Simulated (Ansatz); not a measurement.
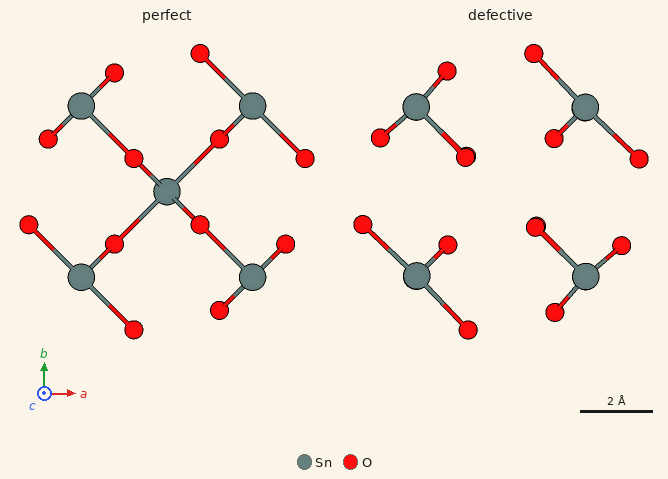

Left: perfect SnO2. Right: the same region with one point defect, after relaxing the atoms in a supercell of 72 sites. Style: ball-and-stick. Shown: the atoms within 4.6 Å of one point, in a slice 3.4 Å thick across the line of sight, along the c axis.

The calculation used DFT, PBEsol, PAW, plane waves (Ansatz 0.2.0). Settings: plane-wave cutoff 420 eV; k-point mesh 1 × 1 × 1; mesh shifted by (0.25, 0.25, 0.25); collinear spin. Fermi-Dirac smearing of 0.01 eV. A uniform background neutralises the charged cell. The axes drawn are those of the host's conventional cell.

What kind of defect was made?

Answer. A tin atom is taken out (a vacancy).

The charge state of the cell is −3.

What does the relaxation do around it?

Answer. Around the empty Sn site the host had 6 O at 2.07 Å; after relaxation the nearest atoms are 6 O at 2.09 to 2.20 Å. Of the host's atoms, an oxygen atom moves furthest from its site, by 0.13 Å. The cell's net moment is 1.00 μB.

Limits of the set-up: the cell is charged, on a uniform background, and energies carry no finite-size correction.
